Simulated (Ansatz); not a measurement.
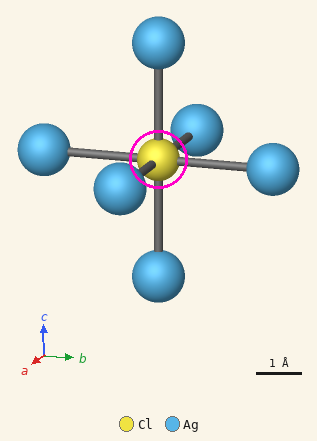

Perfect AgCl. Style: ball-and-stick. Shown: the atoms within 3.8 Å of one point, slightly off an axis.

Level of theory: Ansatz, DFT, PBEsol, PAW, plane waves. Settings: plane-wave cutoff 420 eV; k-point mesh 1 × 1 × 1; mesh shifted by (0.25, 0.25, 0.25); no spin polarisation. Fermi-Dirac smearing of 0.01 eV. A uniform background neutralises the charged cell. The axes drawn are those of the host's conventional cell.

A chlorine atom is taken out (a vacancy) at the ringed place, in charge state +1. The supercell has 64 sites, and the atoms are relaxed at the host's cell.

### How do the neighbours respond?

Around the empty Cl site the host had 6 Ag at 2.72 Å; after relaxation the nearest atoms are 6 Ag at 2.68 to 2.69 Å. Of the host's atoms, a chlorine atom moves furthest from its site, by 0.12 Å.

The relaxed defect, seen from the same direction:

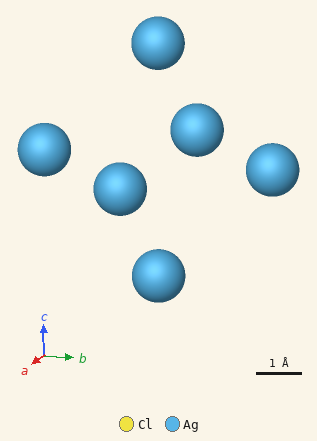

Limits of the set-up: the cell is charged, on a uniform background, and energies carry no finite-size correction.
